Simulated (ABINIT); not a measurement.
# InP: rpa calculation (part 4 of 4)

The same run, continued: InP (F-43m, 2 atoms in the cell); Kohn-Sham DFT of a periodic cell, LDA, PseudoDojo NC SR LDA v0.4.1 standard, RPA, no spin polarisation (ABINIT 10.8.3); cutoff 843.55 eV, 4×4×4 k-mesh, fixed occupations. The structure derives from an entry of the Crystallography Open Database.

Geometry of the input (Å; fractional positions):
```
0.0000  2.9305  2.9305
2.9305  0.0000  2.9305
2.9305  2.9305  0.0000
In 0.0000  0.0000  0.0000
P  0.7500  0.7500  0.7500
```

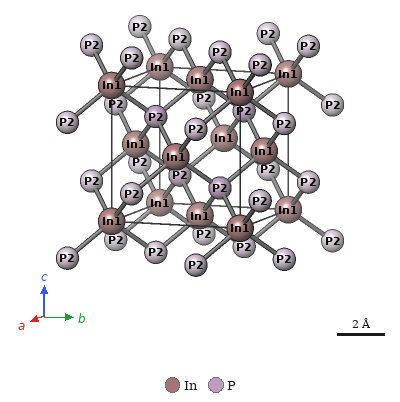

The input geometry (ball-and-stick view of the cell 4 times as large as that of the calculation, set on its symmetry axes, seen slightly off an axis; neighbours outside the cell are drawn fainter; atoms are numbered from 1 in the order of the input).

Output, continued:
```
--------------------------------------------------------------------------------
  q-point number  4        q = ( 0.250000, 0.250000, 0.000000) [r.l.u.]
--------------------------------------------------------------------------------
  Average fulfillment of the sum rule on Im[epsilon] for q-point    4 :    127.92  [%]

--------------------------------------------------------------------------------
  q-point number  5        q = ( 0.500000, 0.250000, 0.000000) [r.l.u.]
--------------------------------------------------------------------------------
  Average fulfillment of the sum rule on Im[epsilon] for q-point    5 :    119.70  [%]

--------------------------------------------------------------------------------
  q-point number  6        q = (-0.250000, 0.250000, 0.000000) [r.l.u.]
--------------------------------------------------------------------------------
  Average fulfillment of the sum rule on Im[epsilon] for q-point    6 :    121.66  [%]

--------------------------------------------------------------------------------
  q-point number  7        q = ( 0.500000, 0.500000, 0.000000) [r.l.u.]
--------------------------------------------------------------------------------
  Average fulfillment of the sum rule on Im[epsilon] for q-point    7 :    118.40  [%]

--------------------------------------------------------------------------------
  q-point number  8        q = (-0.250000, 0.500000, 0.250000) [r.l.u.]
--------------------------------------------------------------------------------
  Average fulfillment of the sum rule on Im[epsilon] for q-point    8 :    118.27  [%]

== END DATASET(S) ==============================================================
================================================================================

 -outvars: echo values of variables after computation  --------
            acell      7.8316918400E+00  7.8316918400E+00  7.8316918400E+00 Bohr
           etotal1    -7.3214319027E+01
           etotal3     0.0000000000E+00
           etotal4     0.0000000000E+00
           etotal5     0.0000000000E+00
            fcart1    -2.8489828603E-31 -2.8489828603E-31  9.4966095344E-32
                       2.8489828603E-31  2.8489828603E-31 -9.4966095344E-32
            fcart3     0.0000000000E+00  0.0000000000E+00  0.0000000000E+00
                       0.0000000000E+00  0.0000000000E+00  0.0000000000E+00
            fcart4     0.0000000000E+00  0.0000000000E+00  0.0000000000E+00
                       0.0000000000E+00  0.0000000000E+00  0.0000000000E+00
            fcart5     0.0000000000E+00  0.0000000000E+00  0.0000000000E+00
                       0.0000000000E+00  0.0000000000E+00  0.0000000000E+00
            rprim      0.0000000000E+00  7.0710678120E-01  7.0710678120E-01
                       7.0710678120E-01  0.0000000000E+00  7.0710678120E-01
                       7.0710678120E-01  7.0710678120E-01  0.0000000000E+00
           strten1     5.9291422975E-05  5.9291422975E-05  5.9291422975E-05
                       0.0000000000E+00  0.0000000000E+00  0.0000000000E+00
           strten3     0.0000000000E+00  0.0000000000E+00  0.0000000000E+00
                       0.0000000000E+00  0.0000000000E+00  0.0000000000E+00
           strten4     0.0000000000E+00  0.0000000000E+00  0.0000000000E+00
                       0.0000000000E+00  0.0000000000E+00  0.0000000000E+00
           strten5     0.0000000000E+00  0.0000000000E+00  0.0000000000E+00
                       0.0000000000E+00  0.0000000000E+00  0.0000000000E+00
           xangst      0.0000000000E+00  0.0000000000E+00  0.0000000000E+00
                       4.3957499971E+00  4.3957499971E+00  4.3957499971E+00
             xred      0.0000000000E+00  0.0000000000E+00  0.0000000000E+00
                       7.5000000000E-01  7.5000000000E-01  7.5000000000E-01
 Calculation completed.
```

Summary:

```csv
quantity,value
outcome,converged
space group (tolerance 0.01 Å),F-43m (216)
electrons treated,18
gap on the k-point mesh,0.47 eV
hardware,"1 thread of AMD EPYC (Zen 5), 16 GiB of memory available, shared host"
wall time,5 min
peak memory,0.42 GiB
```

Notes:

Points of doubt noted for this run: bands and screening cutoff small; k mesh coarse for many body; rpa lacks q0 head.
